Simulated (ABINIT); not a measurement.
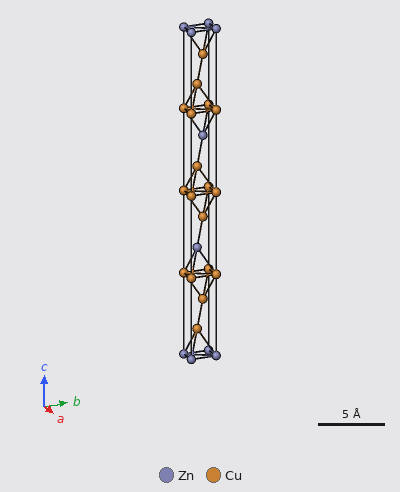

Fig. 1: The input geometry (ball-and-stick view of the cell 3 times as large as that of the calculation, set on its symmetry axes, seen slightly off an axis). An atom can appear more than once, as a periodic image. Near neighbours in the periodic cell (some may lie outside the picture): Zn has 6 Cu at 2.60 Å and 6 Zn at 2.57 Å; Cu has 9 Cu at 2.53 to 2.57 Å and 3 Zn at 2.60 Å; Cu has 12 Cu at 2.53 to 2.57 Å.

**Run report: ZnCu₃, positron calculation (part 1 of 2)**

- system: ZnCu₃ (4 atoms in the cell)
- method: Kohn-Sham DFT of a periodic cell, LDA, JTH PAW LDA v2.0, no spin polarisation (ABINIT 10.8.3)

The structure derives from a Materials Project entry.

Input file:
```
# Datasets
ndtset 2

# Pseudopotentials
pp_dirpath "./"
pseudos "Zn.LDA_PW-JTH.xml, Cu.LDA_PW-JTH.xml"

# Structure
acell 16.0772430582 16.0772430582 16.0772430582
rprim
     0.1508558574     0.0870966699     0.9847114706
    -0.1508558574     0.0870966699     0.9847114706
     0.0000000000    -0.1741933398     0.9847114706
ntypat 2
znucl 30 29
natom 4
typat 1 2 2 2
xred
            0.0            0.0            0.0
   0.7515034800   0.7515034800   0.7515034800
            1/2            1/2            1/2
   0.2484965200   0.2484965200   0.2484965200

# Plane-wave basis
ecut 26.0
pawecutdg 48.0

# Exchange and correlation
ixc 7

# SCF cycle
nstep 80

# Output
iomode 3
prteig 0
prtebands 0
prtwf 0

# Dataset 1: electrons
kptopt1 1
ngkpt1 8 8 8
nshiftk1 1
shiftk1 0.0 0.0 0.0
nband1 42
occopt1 3
tsmear1 0.00734986
tolvrs1 1.0e-10
prtden1 1

# Dataset 2: positron in the electrons' density
positron2 1
ixcpositron2 1
getden2 1
kptopt2 0
nkpt2 1
kpt2 0.0 0.0 0.0
nband2 1
occopt2 2
occ2 1.0
posocc2 1.0
toldfe2 1.0e-7
nline2 10
nnsclo2 2
optforces2 0
optstress2 0
prtden2 0
```

Machine: 1 thread of Intel Xeon (Granite Rapids), 32 GiB of memory available, shared host.

Command:
```bash
abinit run.abi > log 2>&1
```

The program's output:
```
.Version 10.8.3 of ABINIT
 DATASET    1 : space group R-3 m (#166); Bravais hR (rhombohedral)
================================================================================
 Values of the parameters that define the memory need for DATASET  1.
     intxc =       0    ionmov =       0      iscf =      17    lmnmax =      18
     lnmax =       6     mgfft =      75  mpssoang =       3    mqgrid =    3001
     natom =       4  nloc_mem =       2    nspden =       1   nspinor =       1
    nsppol =       1      nsym =      12    n1xccc =       1    ntypat =       2
    occopt =       3   xclevel =       1
       mpw =        2088          nfft =      421875          nkpt =          65
 PAW method is used; the additional fine FFT grid is defined by:
   mgfftf=       108    nfftf =   1259712
================================================================================
================================================================================

 DATASET    2 : space group R-3 m (#166); Bravais hR (rhombohedral)
================================================================================
 Values of the parameters that define the memory need for DATASET  2.
     intxc =       0    ionmov =       0      iscf =      17    lmnmax =      18
     lnmax =       6     mgfft =      75  mpssoang =       3    mqgrid =    3001
     natom =       4  nloc_mem =       2    nspden =       1   nspinor =       1
    nsppol =       1      nsym =      12    n1xccc =       1    ntypat =       2
    occopt =       2   xclevel =       1
       mpw =        1033          nfft =      421875          nkpt =           1
 PAW method is used; the additional fine FFT grid is defined by:
   mgfftf=       108    nfftf =   1259712
================================================================================
================================================================================

--------------------------------------------------------------------------------
------------- Echo of variables that govern the present computation ------------
--------------------------------------------------------------------------------
 -outvars: echo values of preprocessed input variables --------
            acell      1.6077243058E+01  1.6077243058E+01  1.6077243058E+01 Bohr
              amu      6.53900000E+01  6.35460000E+01
             ecut      2.60000000E+01 Hartree
           getden1          0
           getden2          1
                       outvar_i_n : Printing only first  50 k-points.
              ixc           7
           jdtset        1    2
                       outvar_i_n : Printing only first  50 k-points.
           kptopt1          1
           kptopt2          0
         kptrlatt        8    0    0      0    8    0      0    0    8
          kptrlen1     3.88055406E+01
          kptrlen2     3.00000000E+01
            natom           4
            nband1         42
            nband2          1
           ndtset           2
            ngfft          75      75      75
          ngfftdg         108     108     108
             nkpt1         65
             nkpt2          1
            nline1          4
            nline2         10
           nnsclo1          0
           nnsclo2          2
            nstep          80
             nsym          12
           ntypat           2
                       prtocc : prtvol=0, do not print more k-points.
           occopt1          3
           occopt2          2
        optforces1          2
        optforces2          0
        optstress1          1
        optstress2          0
        pawecutdg      4.80000000E+01 Hartree
         positron1          0
         positron2          1
           prtden1          1
           prtden2          0
        prtebands           0
           prteig           0
            prtwf           0
            rprim      1.5085585740E-01  8.7096669900E-02  9.8471147060E-01
                      -1.5085585740E-01  8.7096669900E-02  9.8471147060E-01
                       0.0000000000E+00 -1.7419333980E-01  9.8471147060E-01
           shiftk1     0.00000000E+00  0.00000000E+00  0.00000000E+00
           shiftk2     5.00000000E-01  5.00000000E-01  5.00000000E-01
          spgroup         166
           toldfe1     0.00000000E+00 Hartree
           toldfe2     1.00000000E-07 Hartree
           tolvrs1     1.00000000E-10
           tolvrs2     0.00000000E+00
           tsmear1     7.34986000E-03 Hartree
           tsmear2     1.00000000E-02 Hartree
            typat      1  2  2  2
           useylm           1
                       outvars : Printing only first  50 k-points.
           xangst      0.0000000000E+00  0.0000000000E+00  0.0000000000E+00
                      -4.4713047239E-17  5.4826928048E-17  1.8887477408E+01
                       0.0000000000E+00  0.0000000000E+00  1.2566460376E+01
                       9.0904872723E-18 -1.3693538867E-17  6.2454433443E+00
            xcart      0.0000000000E+00  0.0000000000E+00  0.0000000000E+00
                      -8.4495413536E-17  1.0360787834E-16  3.5692159510E+01
                       0.0000000000E+00  0.0000000000E+00  2.3747168483E+01
                       1.7178531296E-17 -2.5877038152E-17  1.1802177456E+01
             xred      0.0000000000E+00  0.0000000000E+00  0.0000000000E+00
                       7.5150348000E-01  7.5150348000E-01  7.5150348000E-01
                       5.0000000000E-01  5.0000000000E-01  5.0000000000E-01
                       2.4849652000E-01  2.4849652000E-01  2.4849652000E-01
            znucl       30.00000   29.00000

================================================================================

 chkinp: Checking input parameters for consistency, jdtset=   1.

 chkinp: Checking input parameters for consistency, jdtset=   2.

================================================================================
== DATASET  1 ==================================================================

--- !DatasetInfo
iteration_state: {dtset: 1, }
dimensions: {natom: 4, nkpt: 65, mband: 42, nsppol: 1, nspinor: 1, nspden: 1, mpw: 2088, }
cutoff_energies: {ecut:  26.0, pawecutdg:  48.0, }
electrons: {nelect:   6.90000000E+01, charge:   0.00000000E+00, occopt:   3.00000000E+00, tsmear:   7.34986000E-03, }
meta: {optdriver: 0, ionmov: 0, optcell: 0, iscf: 17, paral_kgb: 0, }
...

 Exchange-correlation functional for the present dataset will be:
  LDA: Perdew-Wang 92 LSD fit to Ceperley-Alder data - ixc=7
  J.P.Perdew and Y.Wang, PRB 45, 13244 (1992)

 Real(R)+Recip(G) space primitive vectors, cartesian coordinates (Bohr,Bohr^-1):
 R(1)=  2.4253463  1.4002743 15.8314457  G(1)=  0.2061561  0.1190243  0.0210551
 R(2)= -2.4253463  1.4002743 15.8314457  G(2)= -0.2061561  0.1190243  0.0210551
 R(3)=  0.0000000 -2.8005487 15.8314457  G(3)=  0.0000000 -0.2380486  0.0210551
 Unit cell volume ucvol=  3.2259580E+02 bohr^3
 Angles (23,13,12)=  1.73530560E+01  1.73530560E+01  1.73530560E+01 degrees

 Coarse grid specifications (used for wave-functions):

 getcut: wavevector=  0.0000  0.0000  0.0000  ngfft=  75  75  75
         ecut(hartree)=     26.000   => boxcut(ratio)=   2.00635

 Fine grid specifications (used for densities):

 getcut: wavevector=  0.0000  0.0000  0.0000  ngfft= 108 108 108
         ecut(hartree)=     48.000   => boxcut(ratio)=   2.15507

--- Pseudopotential description ------------------------------------------------
- pspini: atom type   1  psp file is ./Zn.LDA_PW-JTH.xml
 Pseudopotential format is: paw10
 basis_size (lnmax)=  6 (lmn_size= 18), orbitals=   0   0   1   1   2   2
 Spheres core radius: rc_sph= 2.30769763
 Shapefunction is SIN type: shapef(r)=[sin(pi*r/rshp)/(pi*r/rshp)]**2
 Radius for shape functions =  1.80965103
 Compensation charge density is not taken into account in XC energy/potential

- pspini: atom type   2  psp file is ./Cu.LDA_PW-JTH.xml
 Pseudopotential format is: paw10
 basis_size (lnmax)=  6 (lmn_size= 18), orbitals=   0   0   1   1   2   2
 Spheres core radius: rc_sph= 2.00090475
 Shapefunction is SIN type: shapef(r)=[sin(pi*r/rshp)/(pi*r/rshp)]**2
 Radius for shape functions =  1.80603571
 Compensation charge density is not taken into account in XC energy/potential

   8.02817818E+03                                ecore*ucvol(ha*bohr**3)
--------------------------------------------------------------------------------

================================================================================

--- !BeginCycle
iteration_state: {dtset: 1, }
solver: {iscf: 17, nstep: 80, nline: 4, wfoptalg: 10, }
tolerances: {tolvrs: 1.00E-10, }
...

     iter   Etot(hartree)      deltaE(h)  residm     nres2
 ETOT  1  -647.97034598366    -6.480E+02 4.966E+01 5.337E+02
 ETOT  2  -659.81040164070    -1.184E+01 1.567E+00 6.206E+03
 ETOT  3  -658.94255803380     8.678E-01 9.031E-01 9.591E+02
 ETOT  4  -658.91818379178     2.437E-02 9.635E-01 4.005E+02
 ETOT  5  -658.84920024939     6.898E-02 2.850E-01 4.564E+01
 ETOT  6  -658.84640674517     2.794E-03 1.428E-01 3.232E+01
 ETOT  7  -658.84896588053    -2.559E-03 3.419E-02 2.842E+01
 ETOT  8  -658.84552345583     3.442E-03 3.061E-02 1.859E+01
 ETOT  9  -658.83971310662     5.810E-03 2.246E-02 1.944E+00
 ETOT 10  -658.83992455375    -2.114E-04 1.120E-02 8.040E-01
 ETOT 11  -658.83969190822     2.326E-04 1.929E-02 2.142E-01
 ETOT 12  -658.83969299042    -1.082E-06 8.050E-03 7.472E-02
 ETOT 13  -658.83969823651    -5.246E-06 5.397E-03 6.787E-02
 ETOT 14  -658.83968651491     1.172E-05 6.122E-03 1.143E-02
 ETOT 15  -658.83968707876    -5.638E-07 2.945E-03 1.389E-02
 ETOT 16  -658.83968644522     6.335E-07 3.171E-03 3.060E-03
 ETOT 17  -658.83968610283     3.424E-07 1.361E-03 1.136E-04
 ETOT 18  -658.83968618238    -7.955E-08 2.000E-03 5.074E-05
 ETOT 19  -658.83968619856    -1.617E-08 6.653E-04 1.703E-05
 ETOT 20  -658.83968620096    -2.405E-09 1.299E-03 1.762E-06
 ETOT 21  -658.83968620149    -5.218E-10 4.647E-04 2.006E-06
 ETOT 22  -658.83968620132     1.625E-10 7.987E-04 3.520E-07
 ETOT 23  -658.83968620126     6.594E-11 3.614E-04 2.429E-08
 ETOT 24  -658.83968620128    -2.524E-11 8.463E-04 1.584E-08
 ETOT 25  -658.83968620127     1.069E-11 2.770E-04 9.440E-10
 ETOT 26  -658.83968620126     1.125E-11 9.630E-04 8.013E-10
 ETOT 27  -658.83968620127    -1.398E-11 2.098E-04 7.423E-11

 At SCF step   27       nres2   =  7.42E-11 < tolvrs=  1.00E-10 =>converged.

 Cartesian components of stress tensor (hartree/bohr^3)
  sigma(1 1)=  2.29943222E-04  sigma(3 2)=  0.00000000E+00
  sigma(2 2)=  2.29943185E-04  sigma(3 1)=  0.00000000E+00
  sigma(3 3)=  2.82281895E-04  sigma(2 1)=  0.00000000E+00

--- !ResultsGS
iteration_state: {dtset: 1, }
comment   : Summary of ground state results
lattice_vectors:
- [  2.4253463,   1.4002743,  15.8314457, ]
- [ -2.4253463,   1.4002743,  15.8314457, ]
- [  0.0000000,  -2.8005487,  15.8314457, ]
lattice_lengths: [  16.07724,   16.07724,   16.07724, ]
lattice_angles: [ 17.353,  17.353,  17.353, ] # degrees, (23, 13, 12)
lattice_volume:   3.2259580E+02
convergence: {deltae: -1.398E-11, res2:  7.423E-11, residm:  2.098E-04, diffor: null, }
etotal    :  -6.58839686E+02
entropy   :   0.00000000E+00
fermie    :   3.21413145E-01
cartesian_stress_tensor: # hartree/bohr^3
- [  2.29943222E-04,   0.00000000E+00,   0.00000000E+00, ]
- [  0.00000000E+00,   2.29943185E-04,   0.00000000E+00, ]
- [  0.00000000E+00,   0.00000000E+00,   2.82281895E-04, ]
pressure_GPa:  -7.2784E+00
xred      :
- [  0.0000E+00,   0.0000E+00,   0.0000E+00, Zn]
- [  7.5150E-01,   7.5150E-01,   7.5150E-01, Cu]
- [  5.0000E-01,   5.0000E-01,   5.0000E-01, Cu]
- [  2.4850E-01,   2.4850E-01,   2.4850E-01, Cu]
cartesian_forces: # hartree/bohr
- [ -0.00000000E+00,  -0.00000000E+00,  -0.00000000E+00, ]
- [ -1.67332008E-18,  -1.19617340E-18,   1.71343766E-03, ]
- [ -0.00000000E+00,  -0.00000000E+00,  -0.00000000E+00, ]
- [  1.67332008E-18,   1.19617340E-18,  -1.71343766E-03, ]
force_length_stats: {min:   0.00000000E+00, max:   1.71343766E-03, mean:   8.56718829E-04, }
...

 Integrated electronic density in atomic spheres:
 ------------------------------------------------
 Atom  Sphere_radius  Integrated_density
    1        2.30770         10.92017579
    2        2.00090         17.37610340
    3        2.00090         17.37607289
    4        2.00090         17.37610340

================================================================================

 ----iterations are completed or convergence reached----

 Mean square residual over all n,k,spin=   32.814E-08; max=  20.977E-05
 reduced coordinates (array xred) for    4 atoms
       0.000000000000      0.000000000000      0.000000000000
       0.751503480000      0.751503480000      0.751503480000
       0.500000000000      0.500000000000      0.500000000000
       0.248496520000      0.248496520000      0.248496520000
 rms dE/dt=  1.9181E-02; max dE/dt=  2.7126E-02; dE/dt below (all hartree)
    1       0.000000000000      0.000000000000      0.000000000000
    2      -0.027126195180     -0.027126195180     -0.027126195180
    3       0.000000000000      0.000000000000      0.000000000000
    4       0.027126195180      0.027126195180      0.027126195180

 cartesian coordinates (angstrom) at end:
    1      0.00000000000000     0.00000000000000     0.00000000000000
    2     -0.00000000000000     0.00000000000000    18.88747740756378
    3      0.00000000000000     0.00000000000000    12.56646037591455
    4      0.00000000000000    -0.00000000000000     6.24544334426531

 cartesian forces (hartree/bohr) at end:
    1     -0.00000000000000    -0.00000000000000    -0.00000000000000
    2     -0.00000000000000    -0.00000000000000     0.00171343765886
    3     -0.00000000000000    -0.00000000000000    -0.00000000000000
    4      0.00000000000000     0.00000000000000    -0.00171343765886
 frms,max,avg= 6.9950800E-04 1.7134377E-03   0.000E+00  0.000E+00  0.000E+00 h/b
```
